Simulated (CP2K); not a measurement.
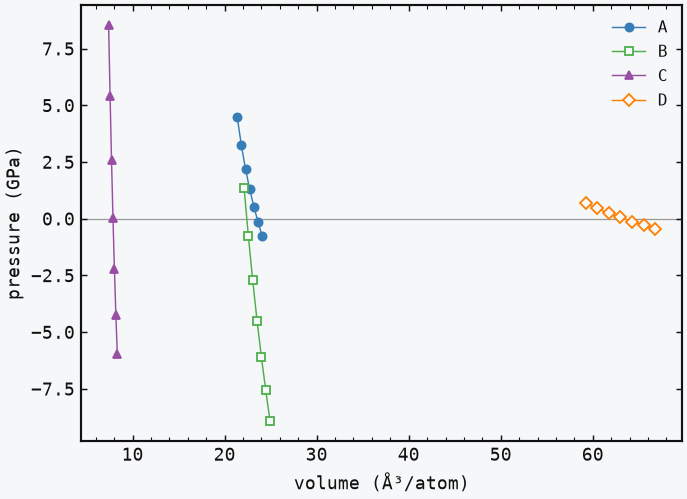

The figure shows the pressure against volume, with one curve for each element, for Ba, Be, Cd and Hf (all in space group Im-3m (No. 229)). The labels are replaced by letters.

Computed with CP2K 2026.2: DFT in Gaussian orbitals with a plane-wave density, no spin polarisation; energies at scaled volumes of the given cell, shape and fractions fixed, counted from the fit's minimum, third-order Birch-Murnaghan fit. Level: PBE.

occupations Fermi–Dirac; smearing width 0.05 eV; potentials GTH PBE with UZH TZVP basis.

**Which letter stands for which compound?**

A: Cd; B: Hf; C: Be; D: Ba.
